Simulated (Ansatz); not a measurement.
System: Cs, space group Im-3m (No. 229).

The given structure:
```yaml
crystal:
  lattice:
    - [-3.02250, 3.02250, 3.02250]
    - [3.02250, -3.02250, 3.02250]
    - [3.02250, 3.02250, -3.02250]
  atoms:
    - { symbol: Cs, position: [0.00000, 0.00000, 0.00000] }
```

Calculation (Ansatz 0.2.0): homogeneous strain of a crystal along one Voigt pattern with engineering shear, fractional coordinates fixed, by plane-wave density functional theory with PAW datasets, free energies less that of the undisturbed cell, pressure positive in compression; scalar-relativistic. Level: PBE, no spin polarisation.

wave cutoff 420 eV; k mesh 12×12×12; occupations Gaussian; smearing width 0.15 eV; k shift (0, 0, 0) (mesh steps); start as given; strain pattern (0, 1, 0, 0, 0, 0) (xx yy zz yz xz xy with engineering shear).

Predict the energy change, tensile stress summed over the strain pattern and pressure against strain. The strain takes the values −0.1500, −0.1125, −0.0750, −0.0375, 0.0000, 0.0375, 0.0750, 0.1125, 0.1312, 0.1500.

The energy falls towards positive values, so the start isn't a stationary minimum along this path. The energy change is 42.20 meV/atom at strain −0.1500 and 2.33 meV/atom at 0.1500; the lowest computed point is at strain 0.0750 (−2.07 meV/atom), in a single well. The tensile stress summed over the strain pattern rises from −0.820 GPa at strain −0.1500 to 0.132 GPa at 0.1500, and changes sign near 0.058. The pressure falls from 0.639 GPa at strain −0.1500 to −0.137 GPa at 0.1500, and changes sign near 0.060. The slope of stress against strain at the start, which at zero pressure is the clamped-ion constant C22, is 2.6 GPa.

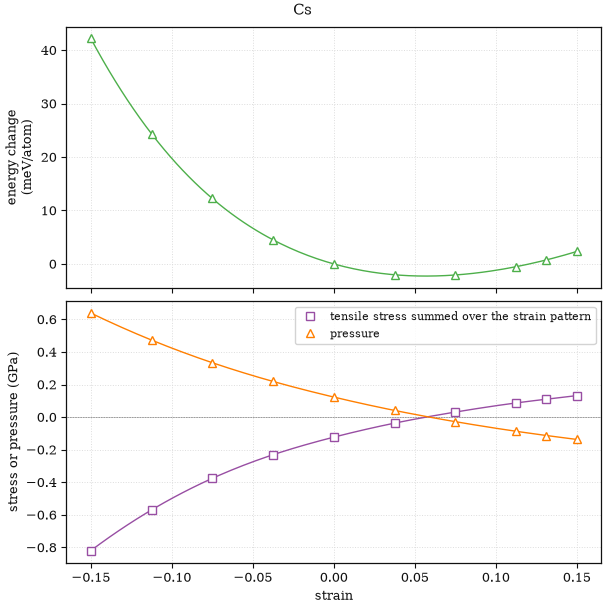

Keep in mind: reference crystal is not relaxed.
